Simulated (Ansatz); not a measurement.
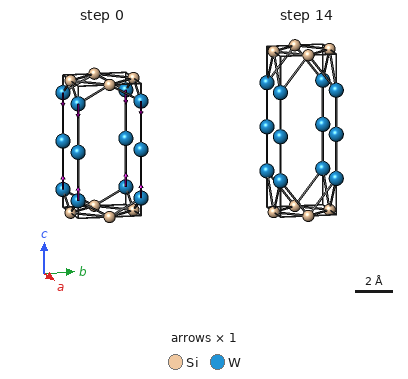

The structure of a crystal of Si₂W₃ (a generated structure, set up in P4/mmm) (coarse preliminary run) before (left) and after (right) a relaxation, at one scale. The purple arrows give the displacements (the part carried along by the change of the cell is left out), at their true length.

A ball-and-stick model of the cell of the calculation, seen from a free direction.

Computed with DFT PBE, scalar-relativistic, plane waves, PAW in Ansatz 0.2.0.

The input:
```yaml
crystal:
  lattice:
    - [3.57741431, 0.0, 0.0]
    - [0.0, 3.57741431, 0.0]
    - [0.0, 0.0, 7.42431623]
  atoms:
    - { symbol: Si, position: [0.5, 0.0, 0.0] }
    - { symbol: Si, position: [0.0, 0.5, 0.0] }
    - { symbol: W, position: [0.0, 0.0, 0.13301175] }
    - { symbol: W, position: [0.0, 0.0, 0.86698825] }
    - { symbol: W, position: [0.0, 0.0, 0.5] }
basis:
  ecutwfc: 420
kpoints:
  mp_grid: { grid: [6, 6, 4] }
hamiltonian:
  xc: pbe
scf:
  occupations: { method: gaussian, width: 0.1 }
  lower_state_search: "off"
output:
  forces: true
  stress: true
  eigenvalues: true
relax:
  adjacent_minimum: "off"
  f_tol: 0.04
  max_steps: 70
  cell: { stress_tol: 0.4 }
```

Command:
```bash
ansatz run input.yaml --threads 1 --pin off --max-ram 2560MiB --backend cpu --events-out ev --progress --plain --runs-dir out
```

> Summarise the run.

After 11 accepted moves (14 points after the start) the energy has fallen by 3799 meV per atom. The largest force component goes from 37 to 0.016 eV/Å. The pressure goes from 97.47 to 0.03 GPa. The line search rejected the trial step at point 9 of the run. The SCF was repeated twice at an unchanged geometry on a basis and grid sized afresh for the cell, which shifted the energy by 4.5 meV per atom at most. The largest moves relative to the cell, 0.83 Å, are those of W3 and W4. W4 goes along −c. Si stays in place. Cell: a = b 3.577 → 3.175 Å (−11.2 %), c 7.424 → 9.031 Å (+21.6 %). Volume −4.2 %. Near-neighbour distances that change, for instance: W3–W4 1.975 → 4.072 Å, Si1–W3 2.043 → 2.582 Å, W3–W3 3.577 → 3.175 Å, Si1–Si2 2.530 → 2.245 Å. Bonds break: W3–W4 (1.98 → 4.07 Å). Bond angles that change, for instance: Si1–W3–Si1 122.2° → 75.9°, Si1–W3–W5 118.9° → 142.1°. The space group stays P4/mmm (No. 123). The run took 78 s on 1 thread of Intel(R) Xeon(R) Platinum 8259CL CPU @ 2.50GHz (Skylake/Cascade Lake) (shared host), peak memory 0.42 GiB.
